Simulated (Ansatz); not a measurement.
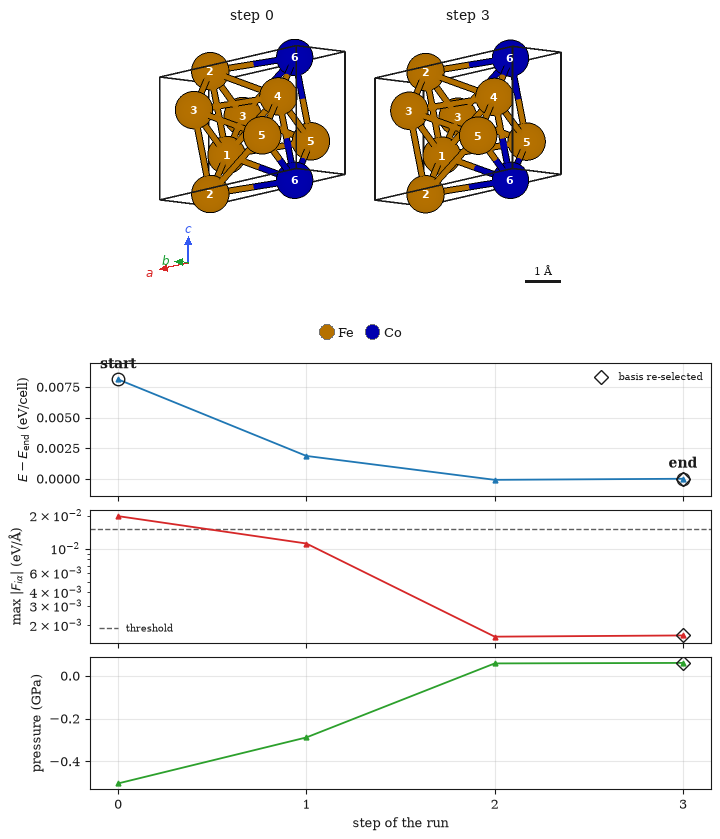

First and last geometry of a relaxation of solid Fe5Co (set up in P-62m), with the history of the run. Style: ball-and-stick. Shown: the cell of the calculation, from a free direction.

Case: 5 of 6 Co sites taken by Fe, cell and atoms relaxed.

Theory: DFT PBE, scalar-relativistic, plane waves, PAW in Ansatz.

Input
```yaml
crystal:
  lattice:
    - [0.0, 0.0, -4.3171331876]
    - [-3.7788816205, -2.1817383208, 0.0]
    - [0.0, 4.3634766416, 0.0]
  atoms:
    - { symbol: Fe, position: [0.749999414, 0.3333333333, 0.3333333333], spin: 2.87 }
    - { symbol: Fe, position: [0.749999414, 0.6666666667, 0.0], spin: 2.87 }
    - { symbol: Fe, position: [0.749999414, 0.0, 0.6666666667], spin: 2.87 }
    - { symbol: Fe, position: [0.250000586, 0.6666666667, 0.6666666667], spin: 2.87 }
    - { symbol: Fe, position: [0.250000586, 0.0, 0.3333333333], spin: 2.87 }
    - { symbol: Co, position: [0.250000586, 0.3333333333, 1.0], spin: 1.86 }
basis:
  ecutwfc: 420
kpoints:
  mp_grid: { grid: [8, 9, 9] }
hamiltonian:
  xc: pbe
scf:
  occupations: { method: gaussian, width: 0.1 }
output:
  forces: true
  stress: true
  eigenvalues: true
  populations: true
magnetization:
  spin_polarized: true
relax:
  adjacent_minimum: "off"
  f_tol: 0.015
  max_steps: 60
  cell: { stress_tol: 0.15 }
```

Command:
```bash
ansatz run input.yaml --threads 1 --pin off --max-ram 2560MiB --backend cpu --events-out ev --progress --plain --runs-dir out
```

Question: Did the run converge, and what did it change?

Answer: It converged. The energy falls by 8.1 meV per cell of the calculation in 2 accepted moves (3 points after the start). The largest force component goes from 0.02 to 0.0016 eV/Å. Pressure: −0.50 GPa at the start and 0.06 GPa at the end. At 1 point the geometry stayed and the basis and grid were re-selected for the new cell (energy shift of 0.1 meV per cell of the calculation at most each time). The atoms keep their places relative to the cell (all moves are under 0.005 Å). The drawn cell changes as follows: a 4.317 → 4.355 Å (+0.9 %), b = c 4.363 → 4.339 Å (−0.6 %); the volume changes by −0.2 %. Some distances before and after: Fe1–Fe2 2.519 → 2.503 Å, Fe4–Co6 2.519 → 2.505 Å, Fe1–Fe4 2.603 → 2.615 Å, Fe1–Co6 2.603 → 2.614 Å. The space group stays P-62m (No. 189).

| step | E − E(0), meV/atom | largest force component, eV/Å | pressure, GPa | volume, Å³/atom | note |
| --- | --- | --- | --- | --- | --- |
| 0 | 0.00 | 0.0197 | -0.50 | 11.864 |  |
| 1 | -1.04 | 0.0111 | -0.29 | 11.854 |  |
| 2 | -1.37 | 0.0016 | 0.06 | 11.836 |  |
| 3 | -1.35 | 0.0016 | 0.06 | 11.836 | same geometry, new basis |
